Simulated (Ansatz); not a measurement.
## From Ge to Ge7Si

System: Ge (P6₃/mmc, 8 atoms in the cell).
Method of run A: DFT r2SCAN, scalar-relativistic, plane waves, PAW, no spin polarisation (Ansatz 0.2.0).
System of run B: Ge7Si (Pm, 8 atoms in the cell).

On run A: The structure derives from a Materials Project entry. On run B: The structure derives from a Materials Project entry. It belongs to a series of runs on one base structure; here: 1 of 8 Ge sites taken by Si, cell and atoms relaxed. Text and figures count atoms from 1; the logs count them from 0 in places.

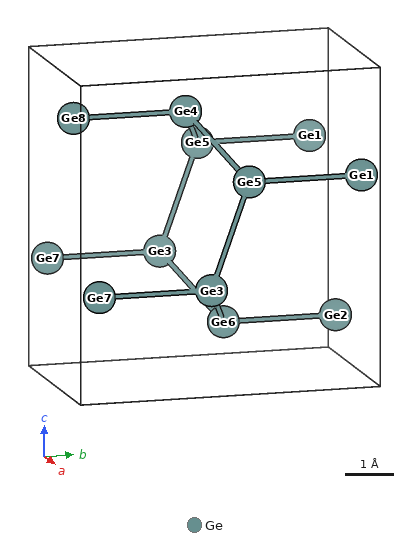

Fig. 1: The starting structure (ball-and-stick view of the cell of the calculation, seen slightly off an axis; atoms are numbered from 1 in the order of the input). An atom can appear more than once, as a periodic image.

Input, run A:
```yaml
crystal:
  lattice:
    - [-1.9978243506, -3.46033328, 0.0]
    - [0.0, 0.0, -6.6027109594]
    - [5.993473052, -3.4603332799, 0.0]
  atoms:
    - { symbol: Ge, position: [0.0, 0.937018566, 0.6666666667] }
    - { symbol: Ge, position: [0.5, 0.937018566, 0.1666666667] }
    - { symbol: Ge, position: [0.0, 0.437018566, 0.3333333333] }
    - { symbol: Ge, position: [0.5, 0.437018566, 0.8333333333] }
    - { symbol: Ge, position: [0.0, 0.562981434, 0.6666666667] }
    - { symbol: Ge, position: [0.5, 0.562981434, 0.1666666667] }
    - { symbol: Ge, position: [0.0, 0.062981434, 0.3333333333] }
    - { symbol: Ge, position: [0.5, 0.062981434, 0.8333333333] }
basis:
  ecutwfc: 500
kpoints:
  mp_grid: { grid: [10, 6, 6] }
hamiltonian:
  xc: r2scan
scf:
  occupations: { method: gaussian, width: 0.1 }
output:
  forces: true
  stress: true
  eigenvalues: true
relax:
  adjacent_minimum: "off"
  f_tol: 0.015
  max_steps: 60
  cell: { stress_tol: 0.15 }
```

Command:
```bash
ansatz run input.yaml --threads 1 --pin off --max-ram 2560MiB --backend cpu --events-out ev --progress --plain --runs-dir out
```

Hardware: 1 thread of Intel Xeon (Granite Rapids), 32 GiB of memory available, shared host.

Output, shortened to warnings, some set-up lines, iterations and results (run A):
```
Basis set: ecut = 500 eV, 4627 PW (Γ), exchange–correlation on 120×200×216 points (64 copies of the dense FFT grid, shifted against one another)
Symmetry: 16 space group operations
k-points: 96 of 360
Initial density: superposition of atomic densities (neutral atoms: chi_scale 0, normalization atom), corrected by the library's trained network
[...]
SCF iter   1: F=—  HF=-34423.076253 eV  |F-HF|=—  |Δ(HF+E_count)|=         —  Δρ=6.54e-3  dr2=2.63e-2  dr2_τ=1.78e-2  ethr=1.77e-3  ⟨swp⟩=6.3  Hψ=23358  notcnv=0  defer=11
SCF iter   2: F=—  HF=-34423.113050 eV  |F-HF|=—  |Δ(HF+E_count)|=   3.68e-2  Δρ=1.82e-3  dr2=2.53e-3  dr2_τ=9.69e-5  ethr=2.35e-5  ⟨swp⟩=2.0  Hψ=13536  notcnv=0  defer=576
SCF iter   3: F=—  HF=-34423.113243 eV  |F-HF|=—  |Δ(HF+E_count)|=   1.94e-4  Δρ=1.31e-3  dr2=1.33e-3  dr2_τ=1.04e-5  ethr=2.26e-6  ⟨swp⟩=3.0  Hψ=11289  notcnv=0  defer=576
SCF iter   4: F=—  HF=-34423.113271 eV  |F-HF|=—  |Δ(HF+E_count)|=   2.82e-5  Δρ=9.93e-5  dr2=2.35e-5  dr2_τ=2.73e-7  ethr=1.19e-6  ⟨swp⟩=2.0  Hψ=7374  notcnv=0  defer=576
SCF iter   5: F=—  HF=-34423.113231 eV  |F-HF|=—  |Δ(HF+E_count)|=   4.04e-5  Δρ=2.76e-5  dr2=1.35e-6  dr2_τ=2.48e-8  ethr=2.10e-8  ⟨swp⟩=2.0  Hψ=11330  notcnv=0  defer=576
SCF iter   6: F=-34423.113231 eV  HF=-34423.113231 eV  |F-HF|=2.98e-8  |Δ(HF+E_count)|=   5.02e-7  Δρ=4.60e-6  dr2=4.66e-8  dr2_τ=2.29e-9  ethr=8.93e-11  ⟨swp⟩=7.3  Hψ=29529  …
SCF 1 converged in 6 iterations: F = -34423.113231 eV  dr2 = 4.66e-8
relax step   1: F+E_penalty+E_count = -34423.11323132 eV  Δ(F+E_penalty+E_count) = +0.000e0 eV  max|allowed force component| = 1.349e-3 eV/Å  Δτ_max = 0.0000 Å  P = -0.004 …
SCF iter   1: F=—  HF=-34423.113250 eV  |F-HF|=—  |Δ(HF+E_count)|=         —  Δρ=4.72e-6  dr2=4.73e-8  dr2_τ=2.29e-9  ethr=1.56e-7  ⟨swp⟩=2.1  Hψ=36548  notcnv=0
SCF iter   2: F=—  HF=-34423.113231 eV  |F-HF|=—  |Δ(HF+E_count)|=   1.85e-5  Δρ=3.16e-6  dr2=2.06e-8  dr2_τ=1.77e-10  ethr=4.23e-11  ⟨swp⟩=3.1  Hψ=15547  notcnv=0
SCF iter   3: F=—  HF=-34423.113231 eV  |F-HF|=—  |Δ(HF+E_count)|=   1.47e-8  Δρ=1.42e-6  dr2=4.43e-9  dr2_τ=4.36e-11  ethr=1.84e-11  ⟨swp⟩=2.0  Hψ=11905  notcnv=0
SCF iter   4: F=-34423.113231 eV  HF=-34423.113231 eV  |F-HF|=2.62e-10  |Δ(HF+E_count)|=   2.72e-9  Δρ=4.77e-7  dr2=2.04e-10  dr2_τ=6.82e-12  ethr=1.00e-12  ⟨swp⟩=3.4  …
SCF 2 converged in 4 iterations: F = -34423.113231 eV  dr2 = 2.04e-10
relax step   2: F+E_penalty+E_count = -34423.11323133 eV  Δ(F+E_penalty+E_count) = -7.902e-9 eV  max|allowed force component| = 1.350e-3 eV/Å  Δτ_max = 0.0000 Å  P = -0.004 …
basis re-selected at this cell: Δ(F+E_penalty+E_count) = -7.902e-9 eV, ΔP = -0.000 GPa vs the last step (what re-selecting the basis moved, of the pressure what is left beyond the Pulay correction that the steps carried, after the strain that the cell walked since its last selection, with what the …
SCF converged after 4 iterations
Free energy (F): -34423.113231 eV
Harris-Foulkes:  -34423.113231 eV  (|F-HF|=2.62e-10)
Internal energy: -34423.112811 eV  (E = F + TS)
E sigma→0 (E₀):  -34423.113021 eV
Entropy (-TS):   -0.000420 eV (-0.053 meV/atom)
Fermi energy:    8.513556 eV
--- Per-component energies (eV) ---
  E_band       = -1281.324946
  E_kinetic    = 888.008426
  E_local      = -19851.473808  (includes V_loc(G=0)·N_el)
  E_nonlocal   = 3360.190298
  E_hartree    = 8720.170140
  E_xc         = -552.714023
  E_vxc        = -543.105498  (∫ρ·V_xc dr)
  E_paw        = -16273.363557  (= ΣΔE_a)
  E_vpaw       = -2605.775554  (= ΣTr[D̂ρ^β])
  E_aug_tail   = 0.000132  (compensation charges beyond the density's cutoff)
  E_vtau       = 30.489265  (kinetic-family band-sum trace: ∫τ·v_τ [+ j·A + Jᵃ·Aᵃ] dr)
  E_ewald      = -10705.244293
  E_core_change = -8.686126  (= ΣΔE_core)
  E_smearing   = -0.000420  (= −TS)
  E_closure    = 0.000000  (closes the sum)
  Σ components = -34423.113231   (vs F -34423.113231, Δ=0.00e0)
--- Forces (eV/Å), atoms counted from 1 ---
  atom   1  Ge     0.00012046    -0.00006955    -0.00134973
  atom   2  Ge     0.00012046    -0.00006955    -0.00134973
  atom   3  Ge    -0.00012046     0.00006955    -0.00134973
  atom   4  Ge    -0.00012046     0.00006955    -0.00134973
  atom   5  Ge     0.00012046    -0.00006955     0.00134973
  atom   6  Ge     0.00012046    -0.00006955     0.00134973
  atom   7  Ge    -0.00012046     0.00006955     0.00134973
  atom   8  Ge    -0.00012046     0.00006955     0.00134973
  max |Σ_I F_I| component: 3.82e-17 eV/Å
--- Stress (GPa, compression-positive) ---
       -0.000483       0.006550       0.000000
        0.006550       0.007080       0.000000
        0.000000       0.000000      -0.019021
  P = ⅓ Tr σ = -0.0041 GPa (-0.041 kbar)
--- Relaxed structure (1 steps of the walk, 1 accepted, 1 SCFs on fresh bases) ---
[...]
```

The input of run B differs as follows (lines with − go, lines with + come):
```diff
-    - [-1.9978243506, -3.46033328, 0.0]
-    - [0.0, 0.0, -6.6027109594]
-    - [5.993473052, -3.4603332799, 0.0]
+    - [-1.9875954187, -3.4426162501, 0.0]
+    - [0.0, 0.0, -6.5702177627]
+    - [5.9627862561, -3.44261625, 0.0]
-    - { symbol: Ge, position: [0.0, 0.937018566, 0.6666666667] }
-    - { symbol: Ge, position: [0.5, 0.937018566, 0.1666666667] }
-    - { symbol: Ge, position: [0.0, 0.437018566, 0.3333333333] }
-    - { symbol: Ge, position: [0.5, 0.437018566, 0.8333333333] }
-    - { symbol: Ge, position: [0.0, 0.562981434, 0.6666666667] }
-    - { symbol: Ge, position: [0.5, 0.562981434, 0.1666666667] }
-    - { symbol: Ge, position: [0.0, 0.062981434, 0.3333333333] }
-    - { symbol: Ge, position: [0.5, 0.062981434, 0.8333333333] }
+    - { symbol: Ge, position: [0.0, 0.9370063847, 0.6666666667] }
+    - { symbol: Ge, position: [0.5, 0.9370063847, 0.1666666667] }
+    - { symbol: Ge, position: [0.0, 0.4370063847, 0.3333333333] }
+    - { symbol: Ge, position: [0.5, 0.4370063847, 0.8333333333] }
+    - { symbol: Ge, position: [0.0, 0.5629936153, 0.6666666667] }
+    - { symbol: Ge, position: [0.5, 0.5629936153, 0.1666666667] }
+    - { symbol: Si, position: [0.0, 0.0629936153, 0.3333333333] }
+    - { symbol: Ge, position: [0.5, 0.0629936153, 0.8333333333] }
```

What does this change do to the results?

The total energies belong to different systems, so their difference says nothing on which is more stable or more accurate. The gap on the mesh goes from 0.10 to 0.22 eV. The volume per atom goes from 22.82 to 22.42 Å³. The SCF takes 23 iterations over all geometry steps against 10. The irreducible k-points go from 96 to 120. On the same kind of shared host run B took about 3.1 times as long.

Output, shortened to warnings, some set-up lines, iterations and results (run B):
```
Basis set: ecut = 500 eV, 4561 PW (Γ), exchange–correlation on 120×192×216 points (64 copies of the dense FFT grid, shifted against one another)
Symmetry: 2 space group operations
k-points: 120 of 360 (time reversal used)
Initial density: superposition of atomic densities (neutral atoms: chi_scale 0, normalization atom), corrected by the library's trained network
[...]
SCF iter   1: F=—  HF=-30759.179180 eV  |F-HF|=—  |Δ(HF+E_count)|=         —  Δρ=6.39e-3  dr2=3.70e-2  dr2_τ=2.06e-2  ethr=1.77e-3  ⟨swp⟩=6.7  Hψ=27907  notcnv=0  defer=5
SCF iter   2: F=—  HF=-30759.215368 eV  |F-HF|=—  |Δ(HF+E_count)|=   3.62e-2  Δρ=1.72e-3  dr2=3.06e-3  dr2_τ=1.00e-4  ethr=3.63e-5  ⟨swp⟩=2.0  Hψ=15500  notcnv=0  defer=580
SCF iter   3: F=—  HF=-30759.215146 eV  |F-HF|=—  |Δ(HF+E_count)|=   2.22e-4  Δρ=1.21e-3  dr2=1.19e-3  dr2_τ=1.20e-5  ethr=3.00e-6  ⟨swp⟩=2.0  Hψ=11815  notcnv=0  defer=580
SCF iter   4: F=—  HF=-30759.215234 eV  |F-HF|=—  |Δ(HF+E_count)|=   8.79e-5  Δρ=1.16e-4  dr2=2.02e-5  dr2_τ=2.90e-7  ethr=1.17e-6  ⟨swp⟩=2.0  Hψ=8450  notcnv=0  defer=580
SCF iter   5: F=—  HF=-30759.215282 eV  |F-HF|=—  |Δ(HF+E_count)|=   4.78e-5  Δρ=3.07e-5  dr2=1.63e-6  dr2_τ=1.94e-8  ethr=1.98e-8  ⟨swp⟩=2.0  Hψ=12981  notcnv=0  defer=580
[... 21 lines ...]
SCF iter   3: F=—  HF=-30759.239651 eV  |F-HF|=—  |Δ(HF+E_count)|=   3.03e-8  Δρ=2.50e-6  dr2=1.36e-8  dr2_τ=3.24e-10  ethr=4.94e-11  ⟨swp⟩=2.0  Hψ=13561  notcnv=0
SCF iter   4: F=—  HF=-30759.239651 eV  |F-HF|=—  |Δ(HF+E_count)|=   4.82e-9  Δρ=8.49e-7  dr2=1.86e-9  dr2_τ=4.43e-11  ethr=1.34e-11  ⟨swp⟩=2.0  Hψ=13557  notcnv=0
SCF iter   5: F=-30759.239651 eV  HF=-30759.239651 eV  |F-HF|=7.64e-11  |Δ(HF+E_count)|=  7.28e-12  Δρ=2.93e-7  dr2=1.01e-10  dr2_τ=2.27e-12  ethr=1.00e-12  ⟨swp⟩=5.3  …
SCF 4 converged in 5 iterations: F = -30759.239651 eV  dr2 = 1.01e-10
relax step   4: F+E_penalty+E_count = -30759.23965113 eV  Δ(F+E_penalty+E_count) = +1.332e-4 eV  max|allowed force component| = 1.201e-2 eV/Å  Δτ_max = 0.0000 Å  P = -0.009 …
basis re-selected at this cell: Δ(F+E_penalty+E_count) = +1.332e-4 eV, ΔP = -0.000 GPa vs the last step (what re-selecting the basis moved, of the pressure what is left beyond the Pulay correction that the steps carried, after the strain that the cell walked since its last selection, with what the …
SCF converged after 5 iterations
Free energy (F): -30759.239651 eV
Harris-Foulkes:  -30759.239651 eV  (|F-HF|=7.64e-11)
Internal energy: -30759.239526 eV  (E = F + TS)
E sigma→0 (E₀):  -30759.239589 eV
Entropy (-TS):   -0.000125 eV (-0.016 meV/atom)
Fermi energy:    8.387043 eV
--- Per-component energies (eV) ---
  E_band       = -1125.354454
  E_kinetic    = 817.547917
  E_local      = -17944.276027  (includes V_loc(G=0)·N_el)
  E_nonlocal   = 2965.586760
  E_hartree    = 7907.950787
  E_xc         = -535.234797
  E_vxc        = -525.103611  (∫ρ·V_xc dr)
  E_paw        = -14759.176348  (= ΣΔE_a)
  E_vpaw       = -2283.625356  (= ΣTr[D̂ρ^β])
  E_aug_tail   = 0.000121  (compensation charges beyond the density's cutoff)
  E_vtau       = 28.613862  (kinetic-family band-sum trace: ∫τ·v_τ [+ j·A + Jᵃ·Aᵃ] dr)
  E_ewald      = -9203.961145
  E_core_change = -7.676793  (= ΣΔE_core)
  E_smearing   = -0.000125  (= −TS)
  E_closure    = -0.000000  (closes the sum)
  Σ components = -30759.239651   (vs F -30759.239651, Δ=0.00e0)
--- Forces (eV/Å), atoms counted from 1 ---
  atom   1  Ge     0.00139684    -0.00080647    -0.00802311
  atom   2  Ge    -0.00233385     0.00134745     0.00110724
  atom   3  Ge    -0.00547971     0.00316371     0.00282784
  atom   4  Ge     0.00467172    -0.00269722     0.00038494
  atom   5  Ge     0.00347361    -0.00200549    -0.00670707
  atom   6  Ge    -0.00311873     0.00180060    -0.00635555
  atom   7  Si     0.00634830    -0.00366520     0.00476115
  atom   8  Ge    -0.00495812     0.00286257     0.01200801
  max |Σ_I F_I| component: 3.46e-6 eV/Å
--- Stress (GPa, compression-positive) ---
       -0.005948       0.005103      -0.003253
        0.005103      -0.000055       0.001878
       -0.003253       0.001878      -0.020930
  P = ⅓ Tr σ = -0.0090 GPa (-0.090 kbar)
--- Relaxed structure (3 steps of the walk, 3 accepted, 1 SCFs on fresh bases) ---
[...]
```

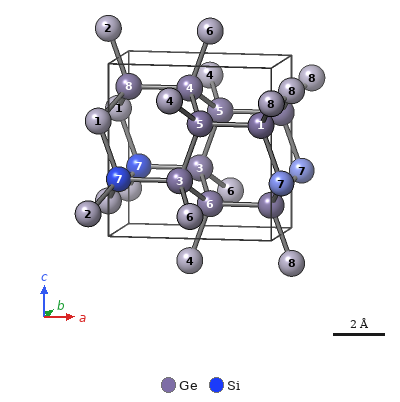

Fig. 2: The input structure of run B (ball-and-stick view of the cell of the calculation, set on other vectors, seen slightly off an axis; neighbours outside the cell are drawn fainter; atoms are numbered from 1 in the order of the input). An atom can appear more than once, as a periodic image.

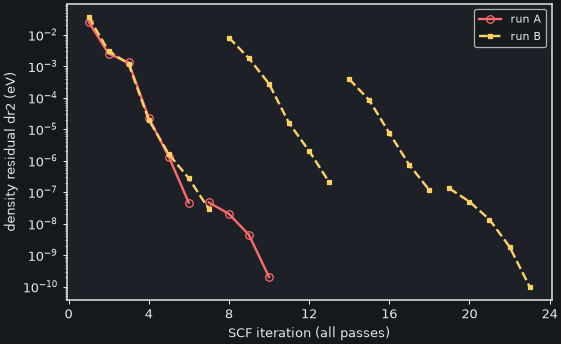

Fig. 3: Convergence of the two runs: density residual dr2 against the SCF iteration. A break in a curve parts two SCF passes. Run A takes 10 iterations in all, and run B takes 23.

The two runs side by side:

| quantity | run A | run B |
| --- | --- | --- |
| outcome | converged | converged |
| free energy per atom (eV) | −4302.8892 | −3844.9050 |
| gap on the mesh (eV) | 0.10 | 0.22 |
| pressure (GPa) | 0.00 | −0.01 |
| volume per atom (Å³) | 22.82 | 22.42 |
| largest force (eV/Å) | 0.001 | 0.013 |
| SCF iterations | 10 | 23 |
| irreducible k-points | 96 | 120 |
| wall time (shared host) | 2.6 min | 7.8 min |
